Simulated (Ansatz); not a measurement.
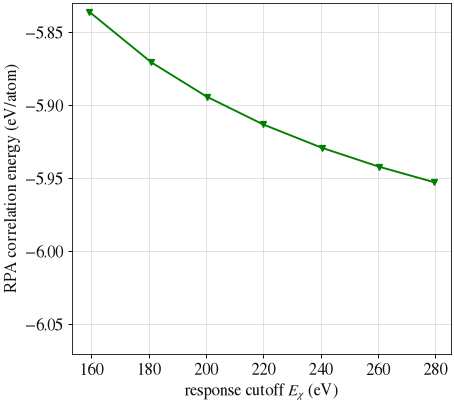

RPA correlation energy at response cutoffs from 159 to 279 eV.
- system: Si (Fd-3m, 2 atoms in the cell)
- method: Ansatz, RPA correlation and exact exchange on PBE orbitals, hand-made PAW set at its accurate level; cutoff 420 eV, 258 empty bands, 4×4×4 k-mesh

What is the value at infinite cutoff, and how much is still missing at the largest one?

About −6.04 eV per atom by a fit through all points (−6.05 from the last two alone), at the number of bands used. The largest cutoff gives −5.95, so about 87 meV per atom (1.4 %) is still missing. The error falls as the cutoff to the power −3/2.
